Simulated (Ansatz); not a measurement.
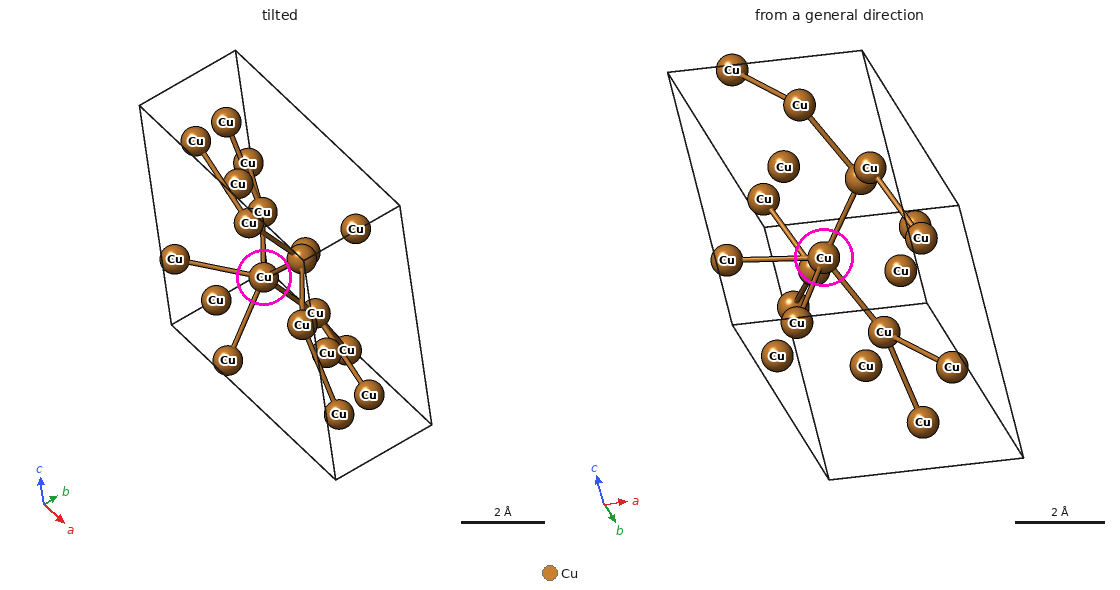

A ball-and-stick rendering, viewed slightly off an axis and from a general direction. The outline marks the supercell. The host is Cu, in a cell of 16 sites, and the cell is neutral. A ring marks the defect's site.

### How does this supercell depart from the perfect host?

An interstitial copper atom. It is bonded to five Cu at about 2.1 to 2.2 Å. Not all metal-metal contacts are counted.

The atoms were relaxed in the host's cell with DFT PBE, scalar-relativistic, plane waves, PAW in Ansatz.
